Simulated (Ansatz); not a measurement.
# Li: geometry relaxation (part 1 of 2)

Li (defect cell, 17 atoms in the cell), computed with DFT PBE, scalar-relativistic, plane waves, PAW, no spin polarisation (Ansatz 0.2.0).

It belongs to a series of runs on one base structure; here: end point A relaxed.

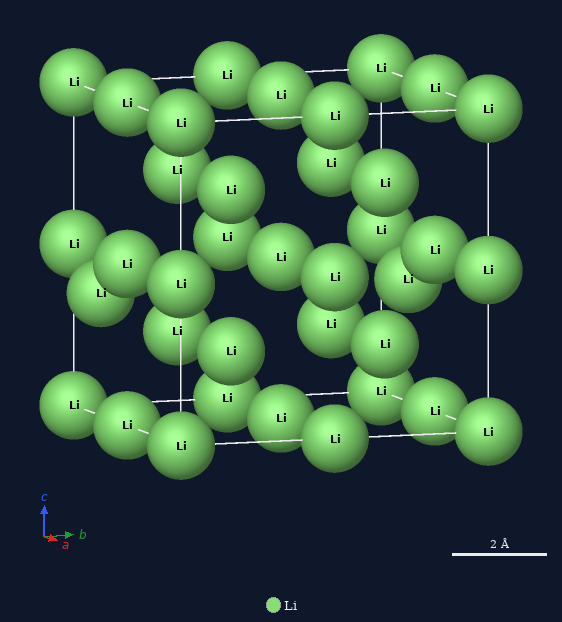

*The input geometry (spheres-only view of the cell of the calculation, seen slightly off an axis). An atom can appear more than once, as a periodic image.*

## Results in brief

| quantity | value |
| --- | --- |
| outcome | converged |
| electrons treated | 51 |
| free energy | −3479.0749 eV |
| Fermi energy | 1.001 eV |
| final volume | 340.07 Å³ |
| largest force (length of the vector) at the end | 0.011 eV/Å |
| hardware | 2 threads of Intel Xeon @ 2.50GHz (Skylake/Cascade Lake), 16 GiB of memory available, shared host |
| wall time | 61 s (CPU time 2 min) |
| peak memory | 0.6 GiB |

## Input file
```yaml
crystal:
  lattice:
    - [6.98, 0.0, 0.0]
    - [0.0, 6.98, 0.0]
    - [0.0, 0.0, 6.98]
  atoms:
    - { symbol: Li, position: [0.0, 0.0, 0.0] }
    - { symbol: Li, position: [0.5, 0.0, 0.0] }
    - { symbol: Li, position: [0.0, 0.5, 0.0] }
    - { symbol: Li, position: [0.0, 0.0, 0.5] }
    - { symbol: Li, position: [0.25, 0.25, 0.25] }
    - { symbol: Li, position: [0.5, 0.5, 0.0] }
    - { symbol: Li, position: [0.5, 0.0, 0.5] }
    - { symbol: Li, position: [0.75, 0.25, 0.25] }
    - { symbol: Li, position: [0.0, 0.5, 0.5] }
    - { symbol: Li, position: [0.25, 0.75, 0.25] }
    - { symbol: Li, position: [0.25, 0.25, 0.75] }
    - { symbol: Li, position: [0.5, 0.5, 0.5] }
    - { symbol: Li, position: [0.75, 0.75, 0.25] }
    - { symbol: Li, position: [0.75, 0.25, 0.75] }
    - { symbol: Li, position: [0.25, 0.75, 0.75] }
    - { symbol: Li, position: [0.75, 0.75, 0.75] }
    - { symbol: Li, position: [0.2570912, -0.001043, 0.3798716] }
basis:
  ecutwfc: 420.0
kpoints:
  mp_grid: { grid: [3, 3, 3] }
hamiltonian:
  xc: pbe
scf:
  occupations: { method: gaussian, width: 0.1 }
  lower_state_search: "off"
relax:
  f_tol: 0.03
  max_steps: 60
  adjacent_minimum: "off"
```

Run as:
```bash
ansatz run input.yaml --threads 2 --pin off --max-ram 5120MiB --backend cpu --events-out ev --progress --plain --runs-dir out
```

## The program's output
```
Engine: ansatz 0.2.0, x86_64-unknown-linux-gnu
Pseudopotentials: kind: paw
Pseudopotential: Li, paw, valence charge 3, recommended cutoff 420 eV (normal), Li.paw.azcp
Functional definition: PBE
  parameter kappa = 0.804
  parameter beta = 0.06672455060314922
  exchange = pbe_x(kappa = kappa, mu = beta*pi^2/3)
  correlation = pbe_c(beta = beta)
Crystal: 17 atoms, lattice volume = 340.068 Å³
Basis set: ecut = 420 eV, 6667 PW (Γ), exchange–correlation on 96×96×96 points (8 copies of the dense FFT grid, shifted against one another)
Bands: 43, of which v1, the nominal top of the filled ones, is band 26 counted from 1 (25 counted from 0)
Symmetry: 1 space group operations
Space group: P1 (ITA 1), of the structure as read, at distance tolerance 7.0e-5 Å
k-points: 14 of 27 (time reversal used)
Non-local potential: Li, projectors of the file, l = 0: 3, l = 1: 2, l = 2: 1
PAW form: soft (Blöchl's): semilocal exchange-correlation on the pseudo side does not see the compensation charge
PAW one-centre angular grid: Li, 110 points (default); XC on 64 Gauss nodes
Initial density: superposition of atomic densities (neutral atoms: chi_scale 0, normalization atom), corrected by the library's trained network
Initial wavefunctions: pseudopotential atomic-orbital guess
Functional: x = pbe(κ = 0.804, μ = 0.2195149727645171), c = pbe(β = 0.06672455060314922)
SCF iter   1: F=—  HF=-3477.346188 eV  |F-HF|=—  |Δ(HF+E_count)|=         —  Δρ=1.81e-3  dr2=8.28e-2  ethr=1.77e-3  ⟨swp⟩=12.3  Hψ=3915  notcnv=0  defer=15
preconditioner: auto → Kerker (q_TF=auto, 1.989 Å⁻¹)  [metal: Δε(μ)=0.069 eV  Ē_g=4.047 eV  σ=0.100 eV  W_gap=0.34  n_scr=32 (ndim 8)  ℏωp=8.3 eV  f_vac=0.000  D(μ)=10.40/eV (n_scr^D=80)]
SCF iter   2: F=—  HF=-3477.337766 eV  |F-HF|=—  |Δ(HF+E_count)|=   8.42e-3  Δρ=1.03e-3  dr2=2.28e-2  ethr=1.62e-4  ⟨swp⟩=1.0  Hψ=714  notcnv=0  defer=17
SCF iter   3: F=—  HF=-3477.334032 eV  |F-HF|=—  |Δ(HF+E_count)|=   3.73e-3  Δρ=2.72e-4  dr2=7.76e-4  ethr=4.47e-5  ⟨swp⟩=2.0  Hψ=518  notcnv=0  defer=17
SCF iter   4: F=—  HF=-3477.333665 eV  |F-HF|=—  |Δ(HF+E_count)|=   3.67e-4  Δρ=6.11e-5  dr2=5.91e-5  ethr=1.52e-6  ⟨swp⟩=2.0  Hψ=535  notcnv=0  defer=17
iter 5 did not close the SCF: its close was put off for the readings that it lacked (scf_convergence_deferred on its scf_iter line)
SCF iter   5: F=-3477.333654 eV  HF=-3477.333655 eV  |F-HF|=3.24e-7  |Δ(HF+E_count)|=   1.01e-5  Δρ=7.89e-6  dr2=6.54e-7  ethr=1.16e-7  ⟨swp⟩=1.9  Hψ=535  notcnv=0  defer=17
SCF iter   6: F=-3477.333655 eV  HF=-3477.333655 eV  |F-HF|=1.60e-8  |Δ(HF+E_count)|=   1.84e-8  Δρ=2.57e-6  dr2=5.15e-8  ethr=1.28e-9  ⟨swp⟩=1.0  Hψ=1475  notcnv=0
SCF 1 converged in 6 iterations: F = -3477.333655 eV  dr2 = 5.15e-8
  greatest PAW one-centre occupation: 1.000 electrons in one spin orbital (limit 2), on the Li atom at site 16 (counted from 0), in its partial waves of l = 0
relax step   1: F+E_penalty+E_count = -3477.33365450 eV  Δ(F+E_penalty+E_count) = +0.000e0 eV  max|allowed force component| = 1.709e0 eV/Å  Δτ_max = 0.0000 Å  (6 SCF iters, dr2 threshold 2.25e-5 eV, accepted)
Initial density: handed on by an earlier stage of this run
Initial wavefunctions: those handed on with the density
iter 1 solved again at ethr=4.65e-4 eV; its pass at ethr=3.10e-3 eV (dr2=2.37e-1 eV) is discarded
SCF iter   1: F=—  HF=-3478.320125 eV  |F-HF|=—  |Δ(HF+E_count)|=         —  Δρ=3.49e-3  dr2=2.38e-1  ethr=4.65e-4  ⟨swp⟩=1.0  Hψ=2287  notcnv=0  defer=108
preconditioner: auto → Kerker (q_TF=auto, 1.989 Å⁻¹)  [metal: Δε(μ)=0.058 eV  Ē_g=4.051 eV  σ=0.100 eV  W_gap=0.30  n_scr=32 (ndim 8)  ℏωp=8.3 eV  f_vac=0.000  D(μ)=11.35/eV (n_scr^D=80)]
SCF iter   2: F=—  HF=-3478.284283 eV  |F-HF|=—  |Δ(HF+E_count)|=   3.58e-2  Δρ=2.09e-3  dr2=8.18e-2  ethr=4.65e-4  ⟨swp⟩=1.0  Hψ=448  notcnv=0  defer=108
SCF iter   3: F=—  HF=-3478.265974 eV  |F-HF|=—  |Δ(HF+E_count)|=   1.83e-2  Δρ=2.13e-4  dr2=5.93e-4  ethr=1.60e-4  ⟨swp⟩=2.0  Hψ=551  notcnv=0  defer=108
SCF iter   4: F=—  HF=-3478.265762 eV  |F-HF|=—  |Δ(HF+E_count)|=   2.12e-4  Δρ=4.70e-5  dr2=2.52e-5  ethr=1.16e-6  ⟨swp⟩=1.4  Hψ=642  notcnv=0  defer=144
SCF iter   5: F=-3478.265755 eV  HF=-3478.265756 eV  |F-HF|=7.22e-7  |Δ(HF+E_count)|=   6.47e-6  Δρ=1.01e-5  dr2=1.33e-6  ethr=4.95e-8  ⟨swp⟩=3.0  Hψ=1144  notcnv=0
SCF 2 converged in 5 iterations: F = -3478.265755 eV  dr2 = 1.33e-6
relax step   2: F+E_penalty+E_count = -3478.26575503 eV  Δ(F+E_penalty+E_count) = -9.321e-1 eV  max|allowed force component| = 1.039e0 eV/Å  Δτ_max = 0.1825 Å  (5 SCF iters, dr2 threshold 1.00e-4 eV, accepted)
iter 1 solved again at ethr=1.04e-3 eV; its pass at ethr=3.10e-3 eV (dr2=5.31e-1 eV) is discarded
SCF iter   1: F=—  HF=-3478.870939 eV  |F-HF|=—  |Δ(HF+E_count)|=         —  Δρ=4.53e-3  dr2=5.30e-1  ethr=1.04e-3  ⟨swp⟩=1.0  Hψ=2223  notcnv=0  defer=137
preconditioner: auto → Kerker (q_TF=auto, 1.989 Å⁻¹)  [metal: Δε(μ)=0.062 eV  Ē_g=4.045 eV  σ=0.100 eV  W_gap=0.32  n_scr=32 (ndim 8)  ℏωp=8.3 eV  f_vac=0.000  D(μ)=11.60/eV (n_scr^D=80)]
SCF iter   2: F=—  HF=-3478.798904 eV  |F-HF|=—  |Δ(HF+E_count)|=   7.20e-2  Δρ=2.71e-3  dr2=1.89e-1  ethr=1.04e-3  ⟨swp⟩=1.0  Hψ=448  notcnv=0  defer=137
SCF iter   3: F=—  HF=-3478.760690 eV  |F-HF|=—  |Δ(HF+E_count)|=   3.82e-2  Δρ=2.20e-4  dr2=4.17e-4  ethr=3.71e-4  ⟨swp⟩=2.0  Hψ=573  notcnv=0  defer=137
SCF iter   4: F=—  HF=-3478.760385 eV  |F-HF|=—  |Δ(HF+E_count)|=   3.05e-4  Δρ=6.57e-5  dr2=3.53e-5  ethr=8.17e-7  ⟨swp⟩=2.0  Hψ=838  notcnv=0  defer=150
SCF iter   5: F=-3478.760380 eV  HF=-3478.760381 eV  |F-HF|=7.72e-7  |Δ(HF+E_count)|=   3.87e-6  Δρ=1.22e-5  dr2=1.62e-6  ethr=6.92e-8  ⟨swp⟩=3.0  Hψ=1383  notcnv=0
SCF 3 converged in 5 iterations: F = -3478.760380 eV  dr2 = 1.62e-6
relax step   3: F+E_penalty+E_count = -3478.76038012 eV  Δ(F+E_penalty+E_count) = -4.946e-1 eV  max|allowed force component| = 3.967e-1 eV/Å  Δτ_max = 0.1948 Å  (5 SCF iters, dr2 threshold 6.75e-5 eV, accepted)
iter 1 solved again at ethr=5.11e-4 eV; its pass at ethr=3.10e-3 eV (dr2=2.61e-1 eV) is discarded
SCF iter   1: F=—  HF=-3478.948729 eV  |F-HF|=—  |Δ(HF+E_count)|=         —  Δρ=2.82e-3  dr2=2.62e-1  ethr=5.11e-4  ⟨swp⟩=1.0  Hψ=2187  notcnv=0  defer=141
preconditioner: auto → Resta (q_TF=auto, 1.989 Å⁻¹)  ε∞=5.2  [insulator: Δε(μ)=0.133 eV  Ē_g=4.038 eV  σ=0.100 eV  W_gap=0.63  n_scr=32 (ndim 8)  ℏωp=8.3 eV  f_vac=0.000  D(μ)=9.06/eV (n_scr^D=56)  ε∞_Penn≈5.2]
SCF iter   2: F=—  HF=-3478.903246 eV  |F-HF|=—  |Δ(HF+E_count)|=   4.55e-2  Δρ=8.28e-4  dr2=1.71e-2  ethr=5.11e-4  ⟨swp⟩=1.9  Hψ=507  notcnv=0  defer=141
SCF iter   3: F=—  HF=-3478.900149 eV  |F-HF|=—  |Δ(HF+E_count)|=   3.10e-3  Δρ=2.23e-4  dr2=3.42e-4  ethr=3.35e-5  ⟨swp⟩=1.6  Hψ=610  notcnv=0  defer=152
SCF iter   4: F=-3478.900131 eV  HF=-3478.900131 eV  |F-HF|=2.24e-7  |Δ(HF+E_count)|=   1.77e-5  Δρ=3.75e-5  dr2=8.68e-6  ethr=4.50e-8  ⟨swp⟩=2.5  Hψ=1577  notcnv=0
SCF 4 converged in 4 iterations: F = -3478.900131 eV  dr2 = 8.68e-6
relax step   4: F+E_penalty+E_count = -3478.90013099 eV  Δ(F+E_penalty+E_count) = -1.398e-1 eV  max|allowed force component| = 1.407e-1 eV/Å  Δτ_max = 0.2000 Å  (4 SCF iters, dr2 threshold 2.29e-5 eV, accepted)
iter 1 solved again at ethr=8.25e-5 eV; its pass at ethr=3.10e-3 eV (dr2=4.21e-2 eV) is discarded
SCF iter   1: F=—  HF=-3478.945384 eV  |F-HF|=—  |Δ(HF+E_count)|=         —  Δρ=1.35e-3  dr2=4.12e-2  ethr=8.25e-5  ⟨swp⟩=1.0  Hψ=2203  notcnv=0  defer=136
preconditioner: auto → Resta (q_TF=auto, 1.989 Å⁻¹)  ε∞=5.2  [insulator: Δε(μ)=0.138 eV  Ē_g=4.030 eV  σ=0.100 eV  W_gap=0.63  n_scr=32 (ndim 8)  ℏωp=8.3 eV  f_vac=0.000  D(μ)=7.61/eV (n_scr^D=32)  ε∞_Penn≈5.2]
SCF iter   2: F=—  HF=-3478.938400 eV  |F-HF|=—  |Δ(HF+E_count)|=   6.98e-3  Δρ=5.97e-4  dr2=4.60e-3  ethr=8.07e-5  ⟨swp⟩=1.9  Hψ=494  notcnv=0  defer=136
SCF iter   3: F=—  HF=-3478.937684 eV  |F-HF|=—  |Δ(HF+E_count)|=   7.16e-4  Δρ=2.01e-4  dr2=2.58e-4  ethr=9.03e-6  ⟨swp⟩=2.0  Hψ=532  notcnv=0  defer=136
SCF iter   4: F=—  HF=-3478.937640 eV  |F-HF|=—  |Δ(HF+E_count)|=   4.35e-5  Δρ=3.87e-5  dr2=8.82e-6  ethr=5.06e-7  ⟨swp⟩=1.6  Hψ=572  notcnv=0  defer=136
SCF iter   5: F=-3478.937641 eV  HF=-3478.937641 eV  |F-HF|=2.43e-7  |Δ(HF+E_count)|=   9.74e-7  Δρ=5.14e-6  dr2=3.83e-7  ethr=4.88e-9  ⟨swp⟩=3.1  Hψ=1392  notcnv=0
SCF 5 converged in 5 iterations: F = -3478.937641 eV  dr2 = 3.83e-7
  greatest PAW one-centre occupation: 1.000 electrons in one spin orbital (limit 2), on the Li atom at site 6 (counted from 0), in its partial waves of l = 0
relax step   5: F+E_penalty+E_count = -3478.93764114 eV  Δ(F+E_penalty+E_count) = -3.751e-2 eV  max|allowed force component| = 5.540e-2 eV/Å  Δτ_max = 0.2000 Å  (5 SCF iters, dr2 threshold 2.49e-6 eV, accepted)
SCF iter   1: F=—  HF=-3478.967584 eV  |F-HF|=—  |Δ(HF+E_count)|=         —  Δρ=1.11e-3  dr2=2.10e-2  ethr=7.23e-4  ⟨swp⟩=3.8  Hψ=1492  notcnv=0  defer=140
preconditioner: auto → Resta (q_TF=auto, 1.989 Å⁻¹)  ε∞=5.3  [insulator: Δε(μ)=0.111 eV  Ē_g=4.027 eV  σ=0.100 eV  W_gap=0.52  n_scr=32 (ndim 8)  ℏωp=8.3 eV  f_vac=0.000  D(μ)=7.20/eV (n_scr^D=32)  ε∞_Penn≈5.3]
SCF iter   2: F=—  HF=-3478.964400 eV  |F-HF|=—  |Δ(HF+E_count)|=   3.18e-3  Δρ=5.58e-4  dr2=3.47e-3  ethr=4.11e-5  ⟨swp⟩=1.0  Hψ=714  notcnv=0  defer=140
SCF iter   3: F=—  HF=-3478.963859 eV  |F-HF|=—  |Δ(HF+E_count)|=   5.40e-4  Δρ=1.64e-4  dr2=1.86e-4  ethr=6.80e-6  ⟨swp⟩=2.0  Hψ=560  notcnv=0  defer=140
SCF iter   4: F=—  HF=-3478.963854 eV  |F-HF|=—  |Δ(HF+E_count)|=   5.15e-6  Δρ=5.67e-5  dr2=1.94e-5  ethr=3.66e-7  ⟨swp⟩=1.2  Hψ=460  notcnv=0  defer=140
SCF iter   5: F=—  HF=-3478.963766 eV  |F-HF|=—  |Δ(HF+E_count)|=   8.82e-5  Δρ=9.43e-6  dr2=8.12e-7  ethr=3.80e-8  ⟨swp⟩=2.0  Hψ=548  notcnv=0  defer=140
SCF iter   6: F=-3478.963766 eV  HF=-3478.963766 eV  |F-HF|=1.95e-8  |Δ(HF+E_count)|=   2.93e-8  Δρ=1.78e-6  dr2=3.74e-8  ethr=1.96e-10  ⟨swp⟩=3.5  Hψ=1402  notcnv=0
SCF 6 converged in 6 iterations: F = -3478.963766 eV  dr2 = 3.74e-8
relax step   6: F+E_penalty+E_count = -3478.96376601 eV  Δ(F+E_penalty+E_count) = -2.612e-2 eV  max|allowed force component| = 6.208e-2 eV/Å  Δτ_max = 0.1955 Å  (6 SCF iters, accepted)
SCF iter   1: F=—  HF=-3478.987778 eV  |F-HF|=—  |Δ(HF+E_count)|=         —  Δρ=1.14e-3  dr2=2.27e-2  ethr=4.03e-4  ⟨swp⟩=3.6  Hψ=1520  notcnv=0  defer=147
preconditioner: auto → Kerker (q_TF=auto, 1.989 Å⁻¹)  [metal: Δε(μ)=0.084 eV  Ē_g=4.026 eV  σ=0.100 eV  W_gap=0.40  n_scr=32 (ndim 8)  ℏωp=8.3 eV  f_vac=0.000  D(μ)=7.23/eV (n_scr^D=32)]
SCF iter   2: F=—  HF=-3478.985222 eV  |F-HF|=—  |Δ(HF+E_count)|=   2.56e-3  Δρ=7.29e-4  dr2=9.52e-3  ethr=4.45e-5  ⟨swp⟩=1.0  Hψ=714  notcnv=0  defer=148
SCF iter   3: F=—  HF=-3478.983465 eV  |F-HF|=—  |Δ(HF+E_count)|=   1.76e-3  Δρ=9.87e-5  dr2=7.76e-5  ethr=1.87e-5  ⟨swp⟩=2.0  Hψ=552  notcnv=0  defer=148
SCF iter   4: F=—  HF=-3478.983429 eV  |F-HF|=—  |Δ(HF+E_count)|=   3.61e-5  Δρ=5.03e-5  dr2=1.92e-5  ethr=1.52e-7  ⟨swp⟩=1.4  Hψ=453  notcnv=0  defer=148
SCF iter   5: F=—  HF=-3478.983427 eV  |F-HF|=—  |Δ(HF+E_count)|=   1.66e-6  Δρ=6.19e-6  dr2=4.13e-7  ethr=3.76e-8  ⟨swp⟩=1.9  Hψ=503  notcnv=0  defer=148
SCF iter   6: F=-3478.983427 eV  HF=-3478.983427 eV  |F-HF|=3.06e-8  |Δ(HF+E_count)|=   7.75e-8  Δρ=1.65e-6  dr2=4.47e-8  ethr=1.96e-10  ⟨swp⟩=3.1  Hψ=1389  notcnv=0
SCF 7 converged in 6 iterations: F = -3478.983427 eV  dr2 = 4.47e-8
relax step   7: F+E_penalty+E_count = -3478.98342724 eV  Δ(F+E_penalty+E_count) = -1.966e-2 eV  max|allowed force component| = 7.428e-2 eV/Å  Δτ_max = 0.1931 Å  (6 SCF iters, accepted)
SCF iter   1: F=—  HF=-3479.025190 eV  |F-HF|=—  |Δ(HF+E_count)|=         —  Δρ=1.37e-3  dr2=3.31e-2  ethr=5.84e-4  ⟨swp⟩=3.6  Hψ=1515  notcnv=0  defer=151
preconditioner: auto → Kerker (q_TF=auto, 1.989 Å⁻¹)  [metal: Δε(μ)=0.083 eV  Ē_g=4.027 eV  σ=0.100 eV  W_gap=0.40  n_scr=32 (ndim 8)  ℏωp=8.3 eV  f_vac=0.000  D(μ)=6.88/eV (n_scr^D=32)]
SCF iter   2: F=—  HF=-3479.021217 eV  |F-HF|=—  |Δ(HF+E_count)|=   3.97e-3  Δρ=8.92e-4  dr2=1.43e-2  ethr=6.49e-5  ⟨swp⟩=1.0  Hψ=714  notcnv=0  defer=152
SCF iter   3: F=—  HF=-3479.018527 eV  |F-HF|=—  |Δ(HF+E_count)|=   2.69e-3  Δρ=1.24e-4  dr2=1.43e-4  ethr=2.80e-5  ⟨swp⟩=2.0  Hψ=548  notcnv=0  defer=152
SCF iter   4: F=—  HF=-3479.018428 eV  |F-HF|=—  |Δ(HF+E_count)|=   9.89e-5  Δρ=5.50e-5  dr2=2.24e-5  ethr=2.80e-7  ⟨swp⟩=1.8  Hψ=477  notcnv=0  defer=152
SCF iter   5: F=-3479.018426 eV  HF=-3479.018427 eV  |F-HF|=2.00e-7  |Δ(HF+E_count)|=   1.43e-6  Δρ=9.10e-6  dr2=6.86e-7  ethr=1.08e-8  ⟨swp⟩=3.0  Hψ=1388  notcnv=0
SCF 8 converged in 5 iterations: F = -3479.018426 eV  dr2 = 6.86e-7
  greatest PAW one-centre occupation: 1.000 electrons in one spin orbital (limit 2), on the Li atom at site 2 (counted from 0), in its partial waves of l = 0
relax step   8: F+E_penalty+E_count = -3479.01842631 eV  Δ(F+E_penalty+E_count) = -3.500e-2 eV  max|allowed force component| = 4.739e-2 eV/Å  Δτ_max = 0.2000 Å  (5 SCF iters, dr2 threshold 5.52e-6 eV, accepted)
SCF iter   1: F=—  HF=-3479.053332 eV  |F-HF|=—  |Δ(HF+E_count)|=         —  Δρ=1.16e-3  dr2=2.08e-2  ethr=5.46e-4  ⟨swp⟩=3.6  Hψ=1528  notcnv=0  defer=142
preconditioner: auto → Kerker (q_TF=auto, 1.989 Å⁻¹)  [metal: Δε(μ)=0.082 eV  Ē_g=4.027 eV  σ=0.100 eV  W_gap=0.41  n_scr=32 (ndim 8)  ℏωp=8.3 eV  f_vac=0.000  D(μ)=6.17/eV (n_scr^D=32)]
SCF iter   2: F=—  HF=-3479.050996 eV  |F-HF|=—  |Δ(HF+E_count)|=   2.34e-3  Δρ=7.59e-4  dr2=9.10e-3  ethr=4.08e-5  ⟨swp⟩=1.0  Hψ=714  notcnv=0  defer=142
SCF iter   3: F=—  HF=-3479.049341 eV  |F-HF|=—  |Δ(HF+E_count)|=   1.66e-3  Δρ=1.12e-4  dr2=1.19e-4  ethr=1.78e-5  ⟨swp⟩=2.0  Hψ=558  notcnv=0  defer=142
SCF iter   4: F=—  HF=-3479.049226 eV  |F-HF|=—  |Δ(HF+E_count)|=   1.16e-4  Δρ=5.79e-5  dr2=2.75e-5  ethr=2.33e-7  ⟨swp⟩=1.1  Hψ=448  notcnv=0  defer=142
SCF iter   5: F=-3479.049223 eV  HF=-3479.049223 eV  |F-HF|=1.89e-7  |Δ(HF+E_count)|=   2.17e-6  Δρ=6.32e-6  dr2=3.81e-7  ethr=1.79e-9  ⟨swp⟩=2.9  Hψ=1558  notcnv=0
SCF 9 converged in 5 iterations: F = -3479.049223 eV  dr2 = 3.81e-7
relax step   9: F+E_penalty+E_count = -3479.04922318 eV  Δ(F+E_penalty+E_count) = -3.080e-2 eV  max|allowed force component| = 4.223e-2 eV/Å  Δτ_max = 0.1950 Å  (5 SCF iters, dr2 threshold 9.14e-7 eV, accepted)
SCF iter   1: F=—  HF=-3479.070350 eV  |F-HF|=—  |Δ(HF+E_count)|=         —  Δρ=1.19e-3  dr2=2.32e-2  ethr=3.97e-4  ⟨swp⟩=3.4  Hψ=1469  notcnv=0  defer=150
preconditioner: auto → Kerker (q_TF=auto, 1.989 Å⁻¹)  [metal: Δε(μ)=0.044 eV  Ē_g=4.024 eV  σ=0.100 eV  W_gap=0.24  n_scr=32 (ndim 8)  ℏωp=8.3 eV  f_vac=0.000  D(μ)=5.49/eV (n_scr^D=26)]
SCF iter   2: F=—  HF=-3479.067631 eV  |F-HF|=—  |Δ(HF+E_count)|=   2.72e-3  Δρ=7.69e-4  dr2=9.86e-3  ethr=4.55e-5  ⟨swp⟩=1.0  Hψ=714  notcnv=0  defer=150
SCF iter   3: F=—  HF=-3479.065682 eV  |F-HF|=—  |Δ(HF+E_count)|=   1.95e-3  Δρ=1.03e-4  dr2=8.46e-5  ethr=1.93e-5  ⟨swp⟩=2.0  Hψ=559  notcnv=0  defer=150
SCF iter   4: F=—  HF=-3479.065626 eV  |F-HF|=—  |Δ(HF+E_count)|=   5.55e-5  Δρ=5.17e-5  dr2=2.17e-5  ethr=1.66e-7  ⟨swp⟩=1.2  Hψ=450  notcnv=0  defer=150
SCF iter   5: F=—  HF=-3479.065624 eV  |F-HF|=—  |Δ(HF+E_count)|=   2.36e-6  Δρ=6.32e-6  dr2=4.34e-7  ethr=4.26e-8  ⟨swp⟩=2.0  Hψ=519  notcnv=0  defer=150
SCF iter   6: F=-3479.065624 eV  HF=-3479.065624 eV  |F-HF|=3.59e-8  |Δ(HF+E_count)|=   9.17e-8  Δρ=1.83e-6  dr2=5.32e-8  ethr=1.96e-10  ⟨swp⟩=3.1  Hψ=1388  notcnv=0
SCF 10 converged in 6 iterations: F = -3479.065624 eV  dr2 = 5.32e-8
relax step  10: F+E_penalty+E_count = -3479.06562357 eV  Δ(F+E_penalty+E_count) = -1.640e-2 eV  max|allowed force component| = 3.874e-2 eV/Å  Δτ_max = 0.1934 Å  (6 SCF iters, accepted)
```
